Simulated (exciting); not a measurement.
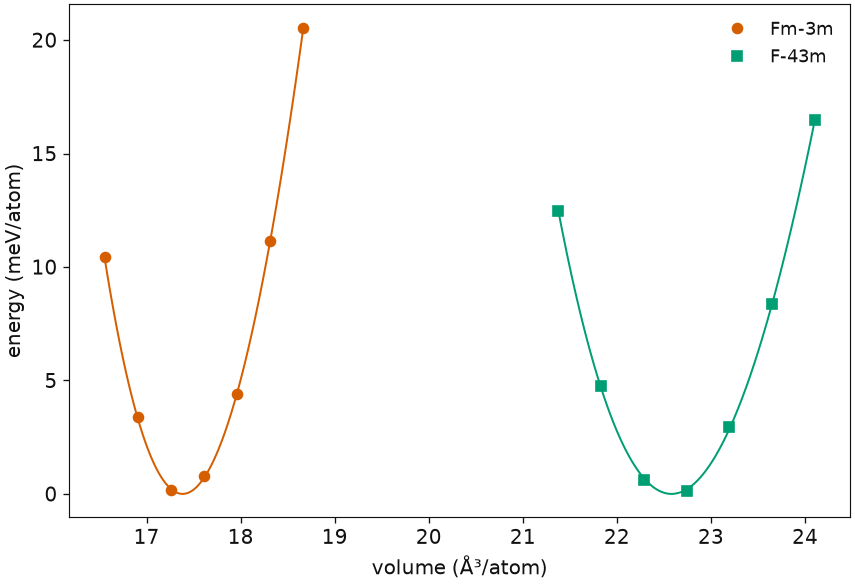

Figure. Energy against volume, with one curve for each structure, for MgS. Each energy curve has its own zero, so the curves don't rank the structures.

Settings that differ: Fm-3m: k mesh 9×9×9; F-43m: k mesh 8×8×8.

The fitted equilibrium volumes, smallest first, are Fm-3m 17.383, F-43m 22.580 Å³/atom. The fitted bulk moduli, smallest first, are F-43m 57.1, Fm-3m 77.9 GPa.

Calculation (exciting sodium): all-electron LAPW DFT, no spin polarisation; energies at scaled volumes of the given cell, shape and fractions fixed, counted from the fit's minimum, third-order Birch-Murnaghan fit. Level: PBEsol.

| setting | value |
| --- | --- |
| occupations | Fermi–Dirac |
| smearing width | 0.05 eV |
| potentials | all electron LAPW+lo, shipped species files |
